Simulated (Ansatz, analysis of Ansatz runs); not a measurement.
# Bond-centred H+ along c in ZnO: local vibrational mode, PBE

Aim: the local vibrational mode of the bond-centred H+ along c in ZnO, to be set beside the measurement. Set-up: PBE, 72-site cell, PBE lattice, 420 eV, k: the single point 1/4 1/4 1/4, the defect atoms alone displaced. The model is a cell of 72 host atoms with 1 H put in. The frequencies come from the force constants of the defect atoms alone, with every neighbour held at rest.

**The experiment.** O-H stretch, 1H: 3611.3 cm⁻¹ at 10 K, by IR absorption (quoted in “Hydrogen and Related Defects in Oxide Semiconductors”, 2012, M. C. Tarun, 2012 (Ph.D. dissertation, Washington State University), quoting earlier work (2002)). O-D stretch, 2H: 2668 cm⁻¹ at 9 K, by FTIR absorption (quoted in “Hydrogen-related defects in hydrothermally grown ZnO studied by Fourier Transform Infrared Spectroscopy”, 2010, Halvard Haug, quoting earlier work (2005)). The calculation is set beside it at the end.

Calculated with Ansatz 0.2.0; plane-wave PAW DFT, PBE; relaxation of all atoms of a defect supercell.

### Step 1. The starting structure

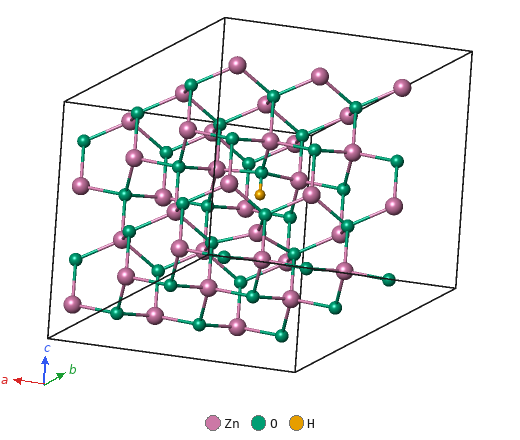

The cell as given, from a free direction (zinc pink, oxygen teal, hydrogen orange).

The cell holds 73 atoms: 36 Zn, 36 O and 1 H. Cell: a = 9.839 Å, b = 9.839 Å, c = 10.587 Å, α = 90.0°, β = 90.0°, γ = 120.0°. It derives from ZnO (space group P6_3mc). Nearest the centre at fractional (0.444, 0.556, 0.368): H73 at 0.00 Å, O36 at 1.00 Å, Zn33 at 1.70 Å, Zn46 at 2.35 Å, Zn14 at 2.35 Å, Zn38 at 2.35 Å, O43 at 2.68 Å, O11 at 2.68 Å. The cell carries charge +1.

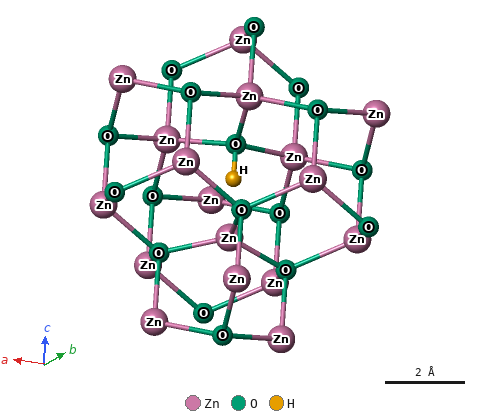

The atoms within 5 Å of the centre.

The host's primitive cell comes from a first run (plane-wave PAW DFT, PBE; relaxation of the host's cell and atoms): vectors of 3.280, 3.280 and 5.293 Å. That is 12.33 Å³ an atom, 3.6 % over the diffraction cell's volume. The supercell is built on it.

### Step 2. Relaxation, charge +1

Every later number rests on the structure around the defect, so the atoms are relaxed at the host's lattice first.

Contents of relax/input.yaml:

```yaml
relax:
  f_tol: 0.01
  max_steps: 80
  random_displacement: { amplitude: 0.02, seed: 317 }
crystal:
  lattice:
    - [9.83855992, 0.0, 0.0]
    - [-4.91927996, 8.52044282, 0.0]
    - [0.0, 0.0, 10.58650211]
  atoms:
    - { symbol: Zn, position: [0.111111111, 0.222222222, 0.249983552] }
    - { symbol: Zn, position: [0.222222222, 0.111111111, -1.6448e-05] }
    - { symbol: O, position: [0.222222222, 0.111111111, 0.189521448] }
    - { symbol: O, position: [0.111111111, 0.222222222, 0.439521448] }
    - { symbol: Zn, position: [0.111111111, 0.222222222, 0.749983552] }
    - { symbol: Zn, position: [0.222222222, 0.111111111, 0.499983552] }
    - { symbol: O, position: [0.222222222, 0.111111111, 0.689521448] }
    - { symbol: O, position: [0.111111111, 0.222222222, 0.939521448] }
    - { symbol: Zn, position: [0.111111111, 0.555555556, 0.249983552] }
    - { symbol: Zn, position: [0.222222222, 0.444444444, -1.6448e-05] }
    - { symbol: O, position: [0.222222222, 0.444444444, 0.189521448] }
    - { symbol: O, position: [0.111111111, 0.555555556, 0.439521448] }
    - { symbol: Zn, position: [0.111111111, 0.555555556, 0.749983552] }
    - { symbol: Zn, position: [0.222222222, 0.444444444, 0.499983552] }
    - { symbol: O, position: [0.222222222, 0.444444444, 0.689521448] }
    - { symbol: O, position: [0.111111111, 0.555555556, 0.939521448] }
    - { symbol: Zn, position: [0.111111111, 0.888888889, 0.249983552] }
    - { symbol: Zn, position: [0.222222222, 0.777777778, -1.6448e-05] }
    - { symbol: O, position: [0.222222222, 0.777777778, 0.189521448] }
    - { symbol: O, position: [0.111111111, 0.888888889, 0.439521448] }
    - { symbol: Zn, position: [0.111111111, 0.888888889, 0.749983552] }
    - { symbol: Zn, position: [0.222222222, 0.777777778, 0.499983552] }
    - { symbol: O, position: [0.222222222, 0.777777778, 0.689521448] }
    - { symbol: O, position: [0.111111111, 0.888888889, 0.939521448] }
    - { symbol: Zn, position: [0.444444444, 0.222222222, 0.249983552] }
    - { symbol: Zn, position: [0.555555556, 0.111111111, -1.6448e-05] }
    - { symbol: O, position: [0.555555556, 0.111111111, 0.189521448] }
    - { symbol: O, position: [0.444444444, 0.222222222, 0.439521448] }
    - { symbol: Zn, position: [0.444444444, 0.222222222, 0.749983552] }
    - { symbol: Zn, position: [0.555555556, 0.111111111, 0.499983552] }
    - { symbol: O, position: [0.555555556, 0.111111111, 0.689521448] }
    - { symbol: O, position: [0.444444444, 0.222222222, 0.939521448] }
    - { symbol: Zn, position: [0.444444444, 0.555555556, 0.207476594] }
    - { symbol: Zn, position: [0.555555556, 0.444444444, -1.6448e-05] }
    - { symbol: O, position: [0.555555556, 0.444444444, 0.189521448] }
    - { symbol: O, position: [0.444444444, 0.555555556, 0.463136425] }
    - { symbol: Zn, position: [0.444444444, 0.555555556, 0.749983552] }
    - { symbol: Zn, position: [0.555555556, 0.444444444, 0.499983552] }
    - { symbol: O, position: [0.555555556, 0.444444444, 0.689521448] }
    - { symbol: O, position: [0.444444444, 0.555555556, 0.939521448] }
    - { symbol: Zn, position: [0.444444444, 0.888888889, 0.249983552] }
    - { symbol: Zn, position: [0.555555556, 0.777777778, -1.6448e-05] }
    - { symbol: O, position: [0.555555556, 0.777777778, 0.189521448] }
    - { symbol: O, position: [0.444444444, 0.888888889, 0.439521448] }
    - { symbol: Zn, position: [0.444444444, 0.888888889, 0.749983552] }
    - { symbol: Zn, position: [0.555555556, 0.777777778, 0.499983552] }
    - { symbol: O, position: [0.555555556, 0.777777778, 0.689521448] }
    - { symbol: O, position: [0.444444444, 0.888888889, 0.939521448] }
    - { symbol: Zn, position: [0.777777778, 0.222222222, 0.249983552] }
    - { symbol: Zn, position: [0.888888889, 0.111111111, -1.6448e-05] }
    - { symbol: O, position: [0.888888889, 0.111111111, 0.189521448] }
    - { symbol: O, position: [0.777777778, 0.222222222, 0.439521448] }
    - { symbol: Zn, position: [0.777777778, 0.222222222, 0.749983552] }
    - { symbol: Zn, position: [0.888888889, 0.111111111, 0.499983552] }
    - { symbol: O, position: [0.888888889, 0.111111111, 0.689521448] }
    - { symbol: O, position: [0.777777778, 0.222222222, 0.939521448] }
    - { symbol: Zn, position: [0.777777778, 0.555555556, 0.249983552] }
    - { symbol: Zn, position: [0.888888889, 0.444444444, -1.6448e-05] }
    - { symbol: O, position: [0.888888889, 0.444444444, 0.189521448] }
    - { symbol: O, position: [0.777777778, 0.555555556, 0.439521448] }
    - { symbol: Zn, position: [0.777777778, 0.555555556, 0.749983552] }
    - { symbol: Zn, position: [0.888888889, 0.444444444, 0.499983552] }
    - { symbol: O, position: [0.888888889, 0.444444444, 0.689521448] }
    - { symbol: O, position: [0.777777778, 0.555555556, 0.939521448] }
    - { symbol: Zn, position: [0.777777778, 0.888888889, 0.249983552] }
    - { symbol: Zn, position: [0.888888889, 0.777777778, -1.6448e-05] }
    - { symbol: O, position: [0.888888889, 0.777777778, 0.189521448] }
    - { symbol: O, position: [0.777777778, 0.888888889, 0.439521448] }
    - { symbol: Zn, position: [0.777777778, 0.888888889, 0.749983552] }
    - { symbol: Zn, position: [0.888888889, 0.777777778, 0.499983552] }
    - { symbol: O, position: [0.888888889, 0.777777778, 0.689521448] }
    - { symbol: O, position: [0.777777778, 0.888888889, 0.939521448] }
    - { symbol: H, position: [0.444444001, 0.555555999, 0.368445448] }
total_charge: 1
basis:
  ecutwfc: 420
  xc_grid: 2
hamiltonian:
  xc: pbe
kpoints:
  mp_grid: { grid: [1, 1, 1], shift: [0.25, 0.25, 0.25] }
scf:
  occupations: { method: fermi_dirac, width: 0.01 }
  max_iter: 120
output:
  forces: true
checkpoint:
  write: "../relax.run"
  compress: false
  write_wavefunctions: true
  write_every: 100000
```

Started as:

```sh
$ ansatz run input.yaml --threads 2 --pin off --max-ram 4710MiB --backend cpu --events-out ev --progress --plain --runs-dir out
```

Numbers of over 12 decimals in the logs are rounded to 6 here.

What it wrote:

```text
[... repeated set-up lines and file paths are left out, and long positions are rounded to six places ...]
Engine: ansatz 0.2.0, aarch64-unknown-linux-gnu
Pseudopotentials: kind: paw
Pseudopotential: Zn, paw, valence charge 12, recommended cutoff 420 eV (normal), Zn.paw.azcp
Pseudopotential: O, paw, valence charge 6, recommended cutoff 420 eV (normal), O.paw.azcp
Pseudopotential: H, paw, valence charge 1, recommended cutoff 420 eV (normal), H.paw.azcp
Functional definition: PBE
  parameter kappa = 0.804
  parameter beta = 0.066725
  exchange = pbe_x(kappa = kappa, mu = beta*pi^2/3)
  correlation = pbe_c(beta = beta)
Crystal: 73 atoms, lattice volume = 887.455 Å³
Basis set: ecut = 420 eV, 17351 PW (Γ), exchange–correlation on 144×144×144 points (8 copies of the dense FFT grid, shifted against one another)
Bands: 397, of which v1, the nominal top of the filled ones, is band 324 counted from 1 (323 counted from 0)
Symmetry: 1 space group operations
k-points: 1
Non-local potential: Zn, projectors of the file, l = 0: 2, l = 1: 2, l = 2: 3, l = 3: 1
Non-local potential: O, projectors of the file, l = 0: 2, l = 1: 2, l = 2: 1
Non-local potential: H, projectors of the file, l = 0: 2, l = 1: 1
PAW form: soft (Blöchl's): semilocal exchange-correlation on the pseudo side does not see the compensation charge
PAW one-centre angular grid: Zn, 590 points (default); XC on 64 Gauss nodes
PAW one-centre angular grid: O, 110 points (default); XC on 64 Gauss nodes
PAW one-centre angular grid: H, 110 points (default); XC on 64 Gauss nodes
Initial density: superposition of atomic densities (neutral atoms scaled as one to the charged cell's electrons: chi_scale 0, normalization atom), corrected by the library's trained network
Initial wavefunctions: pseudopotential atomic-orbital guess
Functional: x = pbe(κ = 0.804, μ = 0.219515), c = pbe(β = 0.066725)
SCF iter   1: F=—  HF=-139949.564943 eV  |F-HF|=—  |Δ(HF+E_count)|=         —  Δρ=7.97e-3  dr2=3.34e-1  ethr=1.77e-3  ⟨swp⟩=6.0  Hψ=1403  notcnv=0  defer=11
preconditioner: auto → Resta (q_TF=auto, 2.589 Å⁻¹)  ε∞=7.4  [insulator: Δε(μ)=2.180 eV  Ē_g=12.567 eV  σ=0.010 eV  W_gap=1.00  n_scr=242 (ndim 8)  ℏωp=31.7 eV  f_vac=0.040  D(μ)=0.00/eV (n_scr^D=0)  ε∞_Penn≈7.4]
SCF iter   2: F=—  HF=-139949.489437 eV  |F-HF|=—  |Δ(HF+E_count)|=   7.55e-2  Δρ=1.49e-3  dr2=2.06e-2  ethr=5.15e-5  ⟨swp⟩=2.0  Hψ=752  notcnv=0  defer=66
SCF iter   3: F=—  HF=-139949.471603 eV  |F-HF|=—  |Δ(HF+E_count)|=   1.78e-2  Δρ=1.43e-3  dr2=1.91e-2  ethr=3.18e-6  ⟨swp⟩=2.0  Hψ=625  notcnv=0  defer=66
SCF iter   4: F=—  HF=-139949.468063 eV  |F-HF|=—  |Δ(HF+E_count)|=   3.54e-3  Δρ=4.12e-4  dr2=2.16e-3  ethr=2.95e-6  ⟨swp⟩=2.0  Hψ=625  notcnv=0  defer=66
SCF iter   5: F=—  HF=-139949.469320 eV  |F-HF|=—  |Δ(HF+E_count)|=   1.26e-3  Δρ=3.87e-4  dr2=9.17e-4  ethr=3.34e-7  ⟨swp⟩=2.0  Hψ=662  notcnv=0  defer=66
SCF iter   6: F=—  HF=-139949.469239 eV  |F-HF|=—  |Δ(HF+E_count)|=   8.05e-5  Δρ=7.58e-5  dr2=6.88e-5  ethr=1.41e-7  ⟨swp⟩=2.0  Hψ=648  notcnv=0  defer=66
SCF iter   7: F=—  HF=-139949.469252 eV  |F-HF|=—  |Δ(HF+E_count)|=   1.27e-5  Δρ=6.72e-5  dr2=3.00e-5  ethr=1.06e-8  ⟨swp⟩=3.0  Hψ=658  notcnv=0  defer=66
SCF iter   8: F=—  HF=-139949.469247 eV  |F-HF|=—  |Δ(HF+E_count)|=   5.30e-6  Δρ=2.09e-5  dr2=3.14e-6  ethr=4.64e-9  ⟨swp⟩=3.0  Hψ=653  notcnv=0  defer=66
SCF iter   9: F=-139949.469246 eV  HF=-139949.469247 eV  |F-HF|=6.26e-7  |Δ(HF+E_count)|=   4.19e-7  Δρ=1.14e-5  dr2=1.02e-6  ethr=3.86e-10  ⟨swp⟩=5.0  Hψ=1333  notcnv=0
SCF 1 converged in 9 iterations: F = -139949.469246 eV  dr2 = 1.02e-6
  greatest PAW one-centre occupation: 0.988 electrons in one spin orbital (limit 2), on the Zn atom at site 32 (counted from 0), in its partial waves of l = 2
relax step   1: F+E_penalty+E_count = -139949.46924646 eV  Δ(F+E_penalty+E_count) = +0.000e0 eV  max|allowed force component| = 1.741e0 eV/Å  Δτ_max = 0.0000 Å  (9 SCF iters, dr2 threshold 2.50e-6 eV, accepted)
[... the SCF cycles and remarks between the steps are left out from here to the last step ...]
relax step   2: F+E_penalty+E_count = -139950.09620077 eV  Δ(F+E_penalty+E_count) = -6.270e-1 eV  max|allowed force component| = 1.000e0 eV/Å  Δτ_max = 0.1075 Å  (6 SCF iters, dr2 threshold 1.00e-4 eV, accepted)
relax step   3: F+E_penalty+E_count = -139950.41229003 eV  Δ(F+E_penalty+E_count) = -3.161e-1 eV  max|allowed force component| = 3.004e0 eV/Å  Δτ_max = 0.2000 Å  (8 SCF iters, dr2 threshold 6.26e-5 eV, accepted)
relax step   4: F+E_penalty+E_count = -139950.50868777 eV  Δ(F+E_penalty+E_count) = -9.640e-2 eV  max|allowed force component| = 2.056e-1 eV/Å  Δτ_max = 0.1158 Å  (6 SCF iters, dr2 threshold 1.00e-4 eV, accepted)
relax step   5: F+E_penalty+E_count = -139950.51304874 eV  Δ(F+E_penalty+E_count) = -4.361e-3 eV  max|allowed force component| = 4.974e-2 eV/Å  Δτ_max = 0.0233 Å  (6 SCF iters, dr2 threshold 2.64e-6 eV, accepted)
relax step   6: F+E_penalty+E_count = -139950.51294318 eV  Δ(F+E_penalty+E_count) = +1.056e-4 eV  max|allowed force component| = 7.635e-2 eV/Å  Δτ_max = 0.0389 Å  (8 SCF iters, dr2 threshold 1.55e-7 eV, rejected (line search))
relax step   7: F+E_penalty+E_count = -139950.51304894 eV  Δ(F+E_penalty+E_count) = -2.041e-7 eV  max|allowed force component| = 5.007e-2 eV/Å  Δτ_max = 0.0000 Å  (8 SCF iters, accepted)
relax step   8: F+E_penalty+E_count = -139950.51295425 eV  Δ(F+E_penalty+E_count) = +9.469e-5 eV  max|allowed force component| = 7.598e-2 eV/Å  Δτ_max = 0.0388 Å  (8 SCF iters, dr2 threshold 1.57e-7 eV, rejected (line search))
SCF iter   1: F=—  HF=-139950.515764 eV  |F-HF|=—  |Δ(HF+E_count)|=         —  Δρ=1.01e-3  dr2=3.82e-3  ethr=6.13e-6  ⟨swp⟩=6.0  Hψ=1110  notcnv=0  defer=67
SCF iter   2: F=—  HF=-139950.514483 eV  |F-HF|=—  |Δ(HF+E_count)|=   1.28e-3  Δρ=4.97e-4  dr2=9.04e-4  ethr=5.90e-7  ⟨swp⟩=2.0  Hψ=576  notcnv=0  defer=67
SCF iter   3: F=—  HF=-139950.514170 eV  |F-HF|=—  |Δ(HF+E_count)|=   3.13e-4  Δρ=7.58e-5  dr2=3.62e-5  ethr=1.40e-7  ⟨swp⟩=3.0  Hψ=640  notcnv=0  defer=67
SCF iter   4: F=—  HF=-139950.514229 eV  |F-HF|=—  |Δ(HF+E_count)|=   5.90e-5  Δρ=3.78e-5  dr2=7.85e-6  ethr=5.59e-9  ⟨swp⟩=3.0  Hψ=844  notcnv=0  defer=67
SCF iter   5: F=—  HF=-139950.514228 eV  |F-HF|=—  |Δ(HF+E_count)|=   3.59e-7  Δρ=1.97e-5  dr2=2.72e-6  ethr=1.21e-9  ⟨swp⟩=2.0  Hψ=650  notcnv=0  defer=67
SCF iter   6: F=—  HF=-139950.514228 eV  |F-HF|=—  |Δ(HF+E_count)|=   1.28e-7  Δρ=8.29e-6  dr2=6.49e-7  ethr=4.19e-10  ⟨swp⟩=3.0  Hψ=654  notcnv=0  defer=67
SCF iter   7: F=-139950.514228 eV  HF=-139950.514228 eV  |F-HF|=1.36e-8  |Δ(HF+E_count)|=   9.97e-8  Δρ=1.77e-6  dr2=5.02e-8  ethr=1.54e-11  ⟨swp⟩=4.0  Hψ=1540  notcnv=0
SCF 9 converged in 7 iterations: F = -139950.514228 eV  dr2 = 5.02e-8
relax step   9: F+E_penalty+E_count = -139950.51422825 eV  Δ(F+E_penalty+E_count) = -1.179e-3 eV  max|allowed force component| = 3.480e-3 eV/Å  Δτ_max = 0.0184 Å  (7 SCF iters, accepted)
NSCF: frozen V_eff on 1 k-points
the band table was solved once a step of the walk had ended and its energy, with any forces and stress, was formed, with the checks that follow a solve (1337 applications of the Hamiltonian). They found nothing against the state; [...]
SCF converged after 7 iterations
Free energy (F): -139950.514228 eV
Harris-Foulkes:  -139950.514228 eV  (|F-HF|=1.36e-8)
Internal energy: -139950.514228 eV  (E = F + TS)
E sigma→0 (E₀):  -139950.514228 eV
Fermi energy:    7.698337 eV
--- Per-component energies (eV) ---
  E_band       = 908.831086
  E_kinetic    = 10987.914972
  E_local      = -73311.233669  (includes V_loc(G=0)·N_el)
  E_nonlocal   = 24028.954536
  E_hartree    = 30119.464031
  E_xc         = -7550.146069
  E_vxc        = -5204.860330  (∫ρ·V_xc dr)
  E_paw        = -71647.328931  (= ΣΔE_a)
  E_vpaw       = -15830.940645  (= ΣTr[D̂ρ^β])
  E_aug_tail   = 0.073569  (compensation charges beyond the density's cutoff)
  E_ewald      = -52578.212668
  E_smearing   = -0.000000  (= −TS)
  E_closure    = 0.000000  (closes the sum)
  E_deformation_potential = 13.610662  (in the stress; not in F)
  Σ components = -139950.514228   (vs F -139950.514228, Δ=0.00e0)
--- Forces (eV/Å), atoms counted from 1 ---
  atom   1  Zn    -0.00173113     0.00005802    -0.00004466
  atom   2  Zn     0.00127449    -0.00093888    -0.00116253
  [... 8 atoms left out ...]
  atom  11  O      0.00113177    -0.00223186     0.00166902
  [... 2 atoms left out ...]
  atom  14  Zn     0.00095353    -0.00006060    -0.00008035
  [... 18 atoms left out ...]
  atom  33  Zn    -0.00009351    -0.00031171    -0.00051266
  [... 1 atom left out ...]
  atom  35  O     -0.00263863     0.00001114     0.00055873
  atom  36  O     -0.00014430     0.00029008     0.00161596
  [... 1 atom left out ...]
  atom  38  Zn     0.00019607    -0.00106887     0.00110087
  [... 4 atoms left out ...]
  atom  43  O      0.00114863     0.00133585     0.00243744
  atom  44  O     -0.00044343     0.00013678    -0.00015835
  [... 1 atom left out ...]
  atom  46  Zn     0.00142630    -0.00149801    -0.00235260
  [... 26 atoms left out ...]
  atom  73  H     -0.00093808     0.00177198    -0.00348133
  max |Σ_I F_I| component: 1.33e-4 eV/Å
--- Band table (eV) ---
  k-point 0: bands = ["-12.8583", "-10.9895", "-10.8884", "-10.8469", [... 389 left out ...] "16.7045", "16.7501", "16.7587", "16.8043"]
--- Relaxed structure (9 steps of the walk, 7 accepted, 0 SCFs on fresh bases) ---
  F+E_penalty+E_count = -139950.51422825 eV   max|allowed force component| = 3.480e-3 eV/Å
  atoms:
    - { symbol: Zn, position: [0.111052, 0.221758, 0.250196] }
    - { symbol: Zn, position: [0.221883, 0.109349, 0.000909] }
    [... 8 atoms left out ...]
    - { symbol: O, position: [0.218410, 0.442556, 0.185244] }
    [... 2 atoms left out ...]
    - { symbol: Zn, position: [0.208267, 0.437003, 0.509569] }
    [... 18 atoms left out ...]
    - { symbol: Zn, position: [0.444460, 0.555803, 0.173562] }
    [... 1 atom left out ...]
    - { symbol: O, position: [0.557550, 0.442828, 0.185371] }
    - { symbol: O, position: [0.444898, 0.555429, 0.464128] }
    [... 1 atom left out ...]
    - { symbol: Zn, position: [0.563391, 0.437013, 0.509806] }
    [... 4 atoms left out ...]
    - { symbol: O, position: [0.557686, 0.781854, 0.185277] }
    - { symbol: O, position: [0.445077, 0.888011, 0.439719] }
    [... 1 atom left out ...]
    - { symbol: Zn, position: [0.563267, 0.792039, 0.509677] }
    [... 26 atoms left out ...]
    - { symbol: H, position: [0.445186, 0.555337, 0.372116] }
```

It took 6.8 min on 2 threads of Arm Neoverse V1, shared host; peak memory 2.2 GiB.

(Continued in part 2 of 2.)

[Logs are printed without paths, hosts, clocks, repeated set-up lines and the standing remarks that a program may print on its own settings, such as how far it seeks lower states.]

[Hosts, paths, dates, database ids (printed as entryN), source tags and the programs' standing remarks are cut or masked in the printed files.]

[For some hosts the program warned that the k-mesh of the response run may be too coarse for force constants and the static dielectric constant; such warnings are not shown here.]
